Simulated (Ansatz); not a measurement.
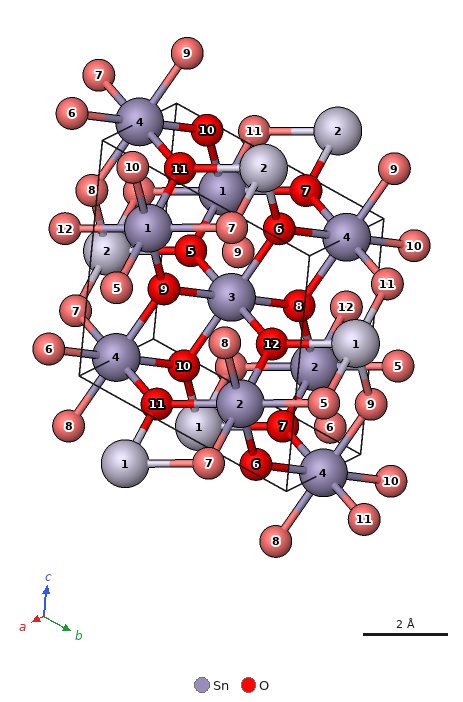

Figure 1. The starting structure (ball-and-stick view of the cell of the calculation, seen slightly off an axis; neighbours outside the cell are drawn fainter; atoms are numbered from 1 in the order of the input). An atom can appear more than once, as a periodic image. Near neighbours in the periodic cell (some may lie outside the picture): Sn has 6 O at 2.04 to 2.05 Å; O has 3 Sn at 2.04 to 2.05 Å.

## SnO2: geometry relaxation (part 1 of 2)

System: SnO2 (12 atoms in the cell).
Method: DFT LDA, scalar-relativistic, plane waves, PAW, no spin polarisation (Ansatz 0.2.0).

The structure derives from a Materials Project entry. Figures and captions count atoms from 1; the log counts them from 0 in places.

## Output
```
Engine: ansatz 0.2.0, x86_64-unknown-linux-gnu
Pseudopotentials: kind: paw
Pseudopotential: Sn, paw, valence charge 14, recommended cutoff 420 eV (normal), Sn.paw.azcp
Pseudopotential: O, paw, valence charge 6, recommended cutoff 420 eV (normal), O.paw.azcp
Functional definition: SPW92
  exchange = slater_x
  correlation = pw_c
Crystal: 12 atoms, lattice volume = 142.306 Å³
Basis set: ecut = 420 eV, 2795 PW (Γ)
Bands: 64, of which v1, the nominal top of the filled ones, is band 52 counted from 1 (51 counted from 0)
Symmetry: 8 space group operations
Space group: Imma (ITA 74), of the structure as read, at distance tolerance 5.2e-5 Å
k-points: 46 of 216
Non-local potential: Sn, projectors of the file, l = 0: 2, l = 1: 2, l = 2: 2, l = 3: 2
Non-local potential: O, projectors of the file, l = 0: 2, l = 1: 2, l = 2: 1
PAW form: soft (Blöchl's): semilocal exchange-correlation on the pseudo side does not see the compensation charge
PAW frozen core: Sn, regenerated for the run's functional, and the local potential with it (the file was generated under x = pbe(κ = 0.804, μ = 0.2195149727645171), c = pbe(β = 0.06672455060314922))
PAW frozen core: O, regenerated for the run's functional, and the local potential with it (the file was generated under x = pbe(κ = 0.804, μ = 0.2195149727645171), c = pbe(β = 0.06672455060314922))
PAW one-centre angular grid: Sn, 590 points (default); XC on 64 Gauss nodes
PAW one-centre angular grid: O, 110 points (default); XC on 64 Gauss nodes
Initial density: superposition of atomic densities (neutral atoms: chi_scale 0, normalization atom), corrected by the library's trained network
Initial wavefunctions: pseudopotential atomic-orbital guess
Functional: x = slater, c = lda
SCF iter   1: F=—  HF=-27960.855090 eV  |F-HF|=—  |Δ(HF+E_count)|=         —  Δρ=1.90e-2  dr2=4.28e-1  ethr=1.77e-3  ⟨swp⟩=6.2  Hψ=11842  notcnv=0  defer=31
preconditioner: auto → Resta (q_TF=auto, 2.589 Å⁻¹)  ε∞=3.7  [insulator: Δε(μ)=0.992 eV  Ē_g=19.438 eV  σ=0.020 eV  W_gap=1.00  n_scr=42 (ndim 8)  ℏωp=31.7 eV  f_vac=0.024  D(μ)=0.00/eV (n_scr^D=0)  ε∞_Penn≈3.7]
SCF iter   2: F=—  HF=-27960.731691 eV  |F-HF|=—  |Δ(HF+E_count)|=   1.23e-1  Δρ=5.02e-3  dr2=1.38e-2  ethr=4.11e-4  ⟨swp⟩=2.0  Hψ=4563  notcnv=0  defer=289
SCF iter   3: F=—  HF=-27960.726579 eV  |F-HF|=—  |Δ(HF+E_count)|=   5.11e-3  Δρ=2.17e-3  dr2=3.60e-3  ethr=1.33e-5  ⟨swp⟩=2.2  Hψ=5167  notcnv=0  defer=289
SCF iter   4: F=—  HF=-27960.725384 eV  |F-HF|=—  |Δ(HF+E_count)|=   1.20e-3  Δρ=3.70e-4  dr2=1.30e-4  ethr=3.46e-6  ⟨swp⟩=2.0  Hψ=4976  notcnv=0  defer=289
SCF iter   5: F=—  HF=-27960.725378 eV  |F-HF|=—  |Δ(HF+E_count)|=   6.12e-6  Δρ=6.64e-5  dr2=4.73e-6  ethr=1.25e-7  ⟨swp⟩=1.0  Hψ=2655  notcnv=0  defer=289
SCF iter   6: F=—  HF=-27960.725373 eV  |F-HF|=—  |Δ(HF+E_count)|=   4.49e-6  Δρ=2.45e-5  dr2=7.61e-7  ethr=4.55e-9  ⟨swp⟩=2.0  Hψ=3735  notcnv=0  defer=289
SCF iter   7: F=—  HF=-27960.725373 eV  |F-HF|=—  |Δ(HF+E_count)|=   1.02e-7  Δρ=1.49e-5  dr2=2.77e-7  ethr=7.31e-10  ⟨swp⟩=2.1  Hψ=4087  notcnv=0  defer=289
SCF iter   8: F=-27960.725373 eV  HF=-27960.725373 eV  |F-HF|=3.50e-8  |Δ(HF+E_count)|=   5.36e-8  Δρ=5.76e-6  dr2=4.25e-8  ethr=9.62e-11  ⟨swp⟩=11.1  Hψ=13371  notcnv=0
SCF 1 converged in 8 iterations: F = -27960.725373 eV  dr2 = 4.25e-8
  greatest PAW one-centre occupation: 0.998 electrons in one spin orbital (limit 2), on the Sn atom at site 1 (counted from 0), in its partial waves of l = 2
relax step   1: F+E_penalty+E_count = -27960.72537300 eV  Δ(F+E_penalty+E_count) = +0.000e0 eV  max|allowed force component| = 4.922e-3 eV/Å  Δτ_max = 0.0000 Å  P = +0.016 GPa  Ω = 142.306 Å³  (8 SCF iters, dr2 threshold 1.00e-7 eV, accepted)
Crystal: 12 atoms, lattice volume = 142.301 Å³
Initial density: handed on by an earlier stage of this run
Initial wavefunctions: those handed on with the density
iter 1 solved again at ethr=4.41e-9 eV; its pass at ethr=3.10e-3 eV (dr2=4.59e-6 eV) is discarded
SCF iter   1: F=—  HF=-27960.725463 eV  |F-HF|=—  |Δ(HF+E_count)|=         —  Δρ=9.83e-5  dr2=4.88e-6  ethr=4.41e-9  ⟨swp⟩=3.3  Hψ=12415  notcnv=0
preconditioner: auto → Resta (q_TF=auto, 2.589 Å⁻¹)  ε∞=3.7  [insulator: Δε(μ)=1.161 eV  Ē_g=19.495 eV  σ=0.020 eV  W_gap=1.00  n_scr=42 (ndim 8)  ℏωp=31.7 eV  f_vac=0.017  D(μ)=0.00/eV (n_scr^D=0)  ε∞_Penn≈3.7]
SCF iter   2: F=—  HF=-27960.725462 eV  |F-HF|=—  |Δ(HF+E_count)|=   1.02e-6  Δρ=4.99e-5  dr2=1.42e-6  ethr=4.41e-9  ⟨swp⟩=1.1  Hψ=3225  notcnv=0
SCF iter   3: F=—  HF=-27960.725462 eV  |F-HF|=—  |Δ(HF+E_count)|=   2.70e-7  Δρ=1.49e-5  dr2=2.32e-7  ethr=1.37e-9  ⟨swp⟩=2.4  Hψ=4369  notcnv=0
SCF iter   4: F=-27960.725462 eV  HF=-27960.725462 eV  |F-HF|=1.11e-8  |Δ(HF+E_count)|=   5.10e-8  Δρ=4.25e-6  dr2=1.82e-8  ethr=4.91e-11  ⟨swp⟩=8.6  Hψ=13017  notcnv=0
SCF 2 converged in 4 iterations: F = -27960.725462 eV  dr2 = 1.82e-8
relax step   2: F+E_penalty+E_count = -27960.72546180 eV  Δ(F+E_penalty+E_count) = -8.879e-5 eV  max|allowed force component| = 9.656e-3 eV/Å  Δτ_max = 0.0004 Å  P = +0.001 GPa  Ω = 142.301 Å³  energy of the carried Pulay correction = +5.850e-5 eV  (4 SCF iters, dr2 threshold 5.11e-8 eV, accepted)
Crystal: 12 atoms, lattice volume = 142.298 Å³
iter 1 solved again at ethr=2.88e-9 eV; its pass at ethr=3.10e-3 eV (dr2=3.00e-6 eV) is discarded
SCF iter   1: F=—  HF=-27960.725498 eV  |F-HF|=—  |Δ(HF+E_count)|=         —  Δρ=7.20e-5  dr2=3.12e-6  ethr=2.88e-9  ⟨swp⟩=2.8  Hψ=9788  notcnv=0
SCF iter   2: F=—  HF=-27960.725497 eV  |F-HF|=—  |Δ(HF+E_count)|=   8.03e-7  Δρ=3.78e-5  dr2=9.76e-7  ethr=2.88e-9  ⟨swp⟩=1.0  Hψ=2944  notcnv=0
SCF iter   3: F=—  HF=-27960.725497 eV  |F-HF|=—  |Δ(HF+E_count)|=   3.00e-7  Δρ=6.35e-6  dr2=4.19e-8  ethr=9.39e-10  ⟨swp⟩=2.0  Hψ=4139  notcnv=0
SCF iter   4: F=—  HF=-27960.725497 eV  |F-HF|=—  |Δ(HF+E_count)|=   3.81e-9  Δρ=2.81e-6  dr2=7.42e-9  ethr=5.60e-12  ⟨swp⟩=8.9  Hψ=13712  notcnv=0
SCF iter   5: F=-27960.725497 eV  HF=-27960.725497 eV  |F-HF|=2.44e-10  |Δ(HF+E_count)|=   1.40e-9  Δρ=6.65e-7  dr2=5.39e-10  ethr=5.60e-12  ⟨swp⟩=4.8  Hψ=9141  notcnv=0
SCF 3 converged in 5 iterations: F = -27960.725497 eV  dr2 = 5.39e-10
  greatest PAW one-centre occupation: 0.998 electrons in one spin orbital (limit 2), on the Sn atom at site 3 (counted from 0), in its partial waves of l = 2
relax step   3: F+E_penalty+E_count = -27960.72549675 eV  Δ(F+E_penalty+E_count) = -3.496e-5 eV  max|allowed force component| = 1.087e-3 eV/Å  Δτ_max = 0.0004 Å  P = -0.005 GPa  Ω = 142.298 Å³  energy of the carried Pulay correction = +7.668e-5 eV  (5 SCF iters, dr2 threshold 5.83e-9 eV, accepted)
Initial wavefunctions: pseudopotential atomic-orbital guess (no wavefunctions were taken with the density)
iter 1 solved again at ethr=9.56e-8 eV; its pass at ethr=3.10e-3 eV (dr2=9.94e-5 eV) is discarded
SCF iter   1: F=—  HF=-27960.725569 eV  |F-HF|=—  |Δ(HF+E_count)|=         —  Δρ=3.95e-6  dr2=3.98e-9  ethr=9.56e-8  ⟨swp⟩=3.8  Hψ=21163  notcnv=0
eigensolver tolerance schedule: the retry pair's looser diagonalisation over-reported the residual by 24974.98 of it (diagonalisation noise at 3.35 of the residual, at the tolerance the schedule requests for it); recorded, not acted on — ethr = c·dr2/N_el stays at c = 1.0e-1
SCF iter   2: F=—  HF=-27960.725569 eV  |F-HF|=—  |Δ(HF+E_count)|=   3.28e-7  Δρ=2.50e-6  dr2=2.94e-9  ethr=3.83e-12  ⟨swp⟩=4.0  Hψ=7870  notcnv=0
SCF iter   3: F=—  HF=-27960.725569 eV  |F-HF|=—  |Δ(HF+E_count)|=  1.38e-10  Δρ=1.21e-6  dr2=3.38e-10  ethr=2.83e-12  ⟨swp⟩=2.0  Hψ=3994  notcnv=0
SCF iter   4: F=—  HF=-27960.725569 eV  |F-HF|=—  |Δ(HF+E_count)|=  3.13e-10  Δρ=4.00e-7  dr2=1.69e-10  ethr=1.00e-12  ⟨swp⟩=7.2  Hψ=11487  notcnv=0
SCF iter   5: F=-27960.725569 eV  HF=-27960.725569 eV  |F-HF|=1.09e-11  |Δ(HF+E_count)|=  4.37e-11  Δρ=9.63e-8  dr2=1.09e-11  ethr=1.00e-12  ⟨swp⟩=4.7  Hψ=9111  notcnv=0
SCF 4 converged in 5 iterations: F = -27960.725569 eV  dr2 = 1.09e-11
relax step   4: F+E_penalty+E_count = -27960.72556853 eV  Δ(F+E_penalty+E_count) = -7.178e-5 eV  max|allowed force component| = 1.099e-3 eV/Å  Δτ_max = 0.0000 Å  P = -0.005 GPa  Ω = 142.298 Å³  stress off target by 7.99e-3 GPa  SCF on the basis re-selected at this cell (its energy is not comparable with the rows above)  (5 SCF iters)
```

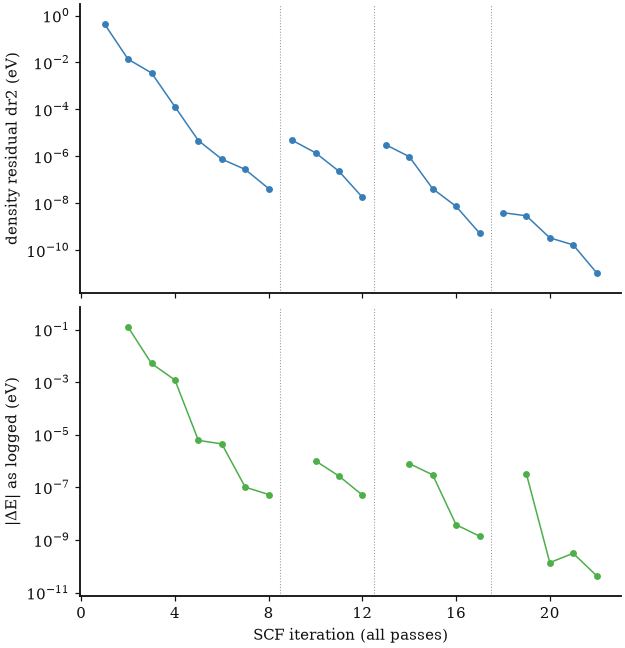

Figure 2. Convergence of the self-consistent field: density residual dr2 and size of the energy change against the SCF iteration. The dotted lines part the SCF passes of the relaxation: geometry steps, rejected trials and re-solves on a re-selected basis. The passes take 8, 4, 5 and 5 iterations.

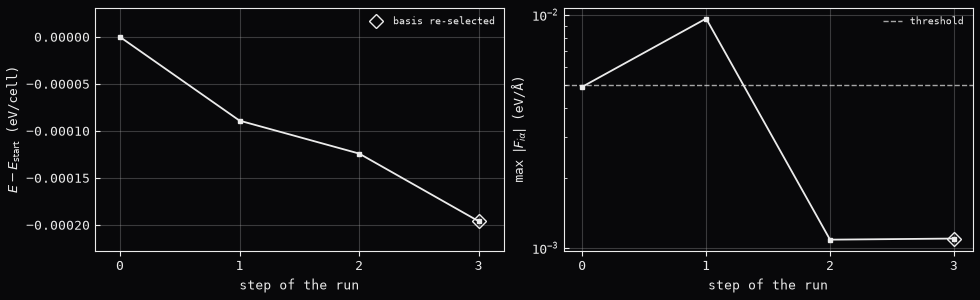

Figure 3. Progress of the relaxation, step by step (the first geometry is step 0 here and step 1 in the log). The atoms keep their places relative to the cell (all moves are under 0.005 Å). After 2 geometry steps the energy has fallen by 0.1 meV per cell of the calculation. Largest force component: 0.0049 eV/Å at the start, 0.0011 eV/Å at the end. The pressure goes from 0.02 to −0.01 GPa. A last SCF at the same geometry on a re-selected plane-wave basis shifts the energy by −0.1 meV per cell of the calculation.

```
basis re-selected at this cell: Δ(F+E_penalty+E_count) = -7.178e-5 eV, ΔP = -0.000 GPa vs the last step (what re-selecting the basis moved, of the pressure what is left beyond the Pulay correction that the steps carried, after the strain that the cell walked since its last selection, with what the two solves' SCF thresholds leave and, on support functions, any second-order correction that the steps lacked; it is no measure of the basis error at this ecutwfc). This SCF's stress stands 7.99e-3 GPa from its target on what of the cell is left free (relax.cell.stress_tol is 5.00e-2 GPa) and its largest allowed force component is 1.10e-3 eV/Å (relax.f_tol is 5.00e-3 eV/Å): within both
SCF converged after 5 iterations
Free energy (F): -27960.725569 eV
Harris-Foulkes:  -27960.725569 eV  (|F-HF|=1.09e-11)
Internal energy: -27960.725569 eV  (E = F + TS)
E sigma→0 (E₀):  -27960.725569 eV
Fermi energy:    9.825845 eV
--- Per-component energies (eV) ---
  E_band       = -254.357334
  E_kinetic    = 2163.267233
  E_local      = -5701.203640  (includes V_loc(G=0)·N_el)
  E_nonlocal   = 302.133746
  E_hartree    = 2950.100701
  E_xc         = -2084.186358
  E_vxc        = -1129.096361  (∫ρ·V_xc dr)
  E_paw        = -17205.593211  (= ΣΔE_a)
  E_vpaw       = -1789.680223  (= ΣTr[D̂ρ^β])
  E_aug_tail   = 0.020383  (compensation charges beyond the density's cutoff)
  E_ewald      = -8387.739387
  E_core_change = 2.474965  (= ΣΔE_core)
  E_smearing   = -0.000000  (= −TS)
  E_closure    = -0.000000  (closes the sum)
  Σ components = -27960.725569   (vs F -27960.725569, Δ=0.00e0)
--- Forces (eV/Å), atoms counted from 1 ---
  atom   1  Sn     0.00000000     0.00000000     0.00109897
  atom   2  Sn     0.00000000     0.00000000    -0.00109897
  atom   3  Sn    -0.00000000     0.00000000    -0.00000000
  atom   4  Sn    -0.00000000     0.00000000     0.00000000
  atom   5  O     -0.00048602     0.00000000     0.00006472
  atom   6  O      0.00000000     0.00011468    -0.00028752
  atom   7  O      0.00048602     0.00000000     0.00006472
  atom   8  O      0.00000000    -0.00011468    -0.00028752
  atom   9  O      0.00000000     0.00011468     0.00028752
  atom  10  O      0.00000000    -0.00011468     0.00028752
  atom  11  O     -0.00048602     0.00000000    -0.00006472
  atom  12  O      0.00048602     0.00000000    -0.00006472
  max |Σ_I F_I| component: 2.03e-19 eV/Å
--- Stress (GPa, compression-positive) ---
        0.000187       0.000000       0.000000
        0.000000      -0.007982       0.000000
        0.000000       0.000000      -0.007991
  P = ⅓ Tr σ = -0.0053 GPa (-0.053 kbar)
--- Band table (eV; the first three rows and the last of 46) ---
```
